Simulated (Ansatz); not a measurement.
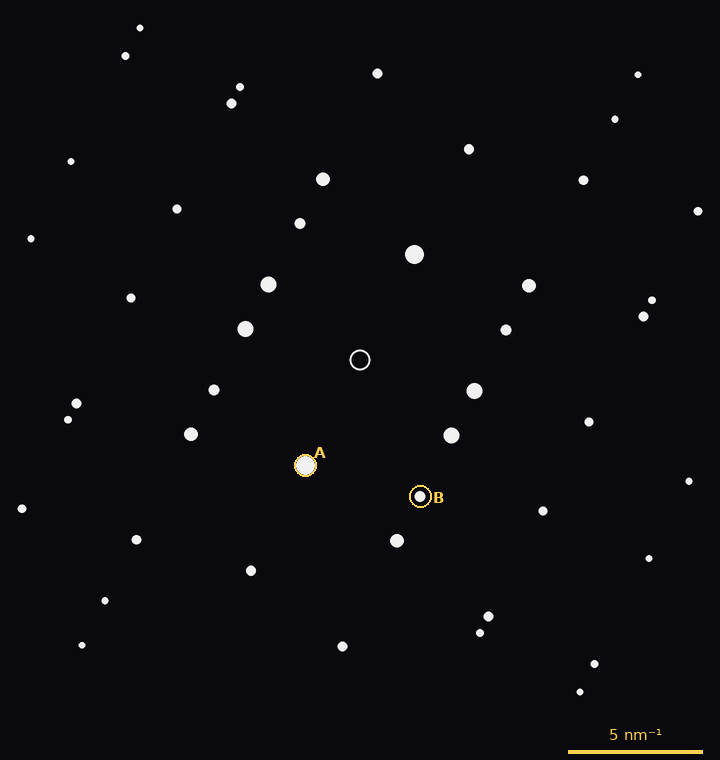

The pattern is a kinematic simulation for 120 kV electrons (no multiple scattering; isotropic B = 0.5 Å²). Two individuals of a reflection twin are superposed (a geometric construction: whether this twin forms is not tested). Crystal: Ta, space group P6_3/mmc (No. 194), a = 2.888 Å, c = 5.119 Å (hexagonal axes), zone axis [211]. Structure: the end point of a relaxation with Ansatz, DFT r2SCAN, scalar-relativistic, plane waves, PAW; the starting structure was generated, so it need not be a known form of this composition.

In the first individual spot A is -1 1 1 and spot B is -1 0 2.

**Find the twin plane.**

(1-1-1). The spot positions of the combined pattern are mirror-symmetric about the row through 1 -1 -1 (d = 2.247 Å), which both individuals share, while a single individual has only symmetry 2mm without that mirror line. Friedel's law adds a mirror line at right angles, along which no low-index reflection lies.

**Which other reflections coincide?**

Within the frame only the reflections of the common row coincide.
